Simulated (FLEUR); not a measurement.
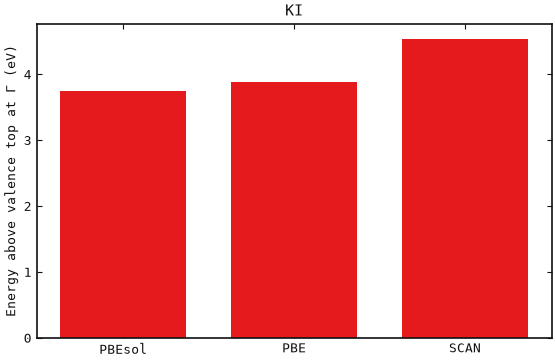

Lowest conduction level at Γ, counted from the valence-band top at Γ, by several methods on one cell of rocksalt KI, space group Fm-3m, 2 atoms in the primitive cell, volume scaled by a factor 1.04; cubic a = 7.159 Å. All runs are without spin-orbit coupling and carry no moments.

| method | program | Γ (eV) |
| --- | --- | --- |
| PBEsol | FLEUR | 3.74 |
| PBE | FLEUR | 3.88 |
| SCAN | FLEUR | 4.54 |

> What does r2SCAN give? It was run as: r2SCAN, all-electron, 7×7×7 k mesh, Fermi-Dirac smearing of 0.05 eV (FLEUR MaX-R8.1 (later development tree)).

A meta-GGA of this kind opens the gap over the LDA and GGA values shown, the highest of which is 3.88 eV (PBE) at Γ. r2SCAN gives 4.29 eV at Γ, which is +0.41 eV from PBE at Γ.

> How do the methods rank at Γ?

From low to high: PBEsol 3.74, PBE 3.88, r2SCAN 4.29, SCAN 4.54 eV.

Settings. PBEsol: all-electron, 7×7×7 k mesh, Fermi-Dirac smearing of 0.05 eV (FLEUR). PBE: all-electron, 7×7×7 k mesh, Fermi-Dirac smearing of 0.05 eV (FLEUR). SCAN: all-electron, 7×7×7 k mesh, Fermi-Dirac smearing of 0.05 eV (FLEUR MaX-R8.1 (later development tree)).

These are four of the 9 methods that were run on this cell. Runs that lie over 0.07 eV from the median of the programs for their method weren't drawn. Spin-orbit coupling is left out, which matters for I. LDA, GGA and most meta-GGA functionals understate gaps. r2SCAN and SCAN: the meta-GGA is that of a development version, with a GGA for the radial functions and cores and without core tails.
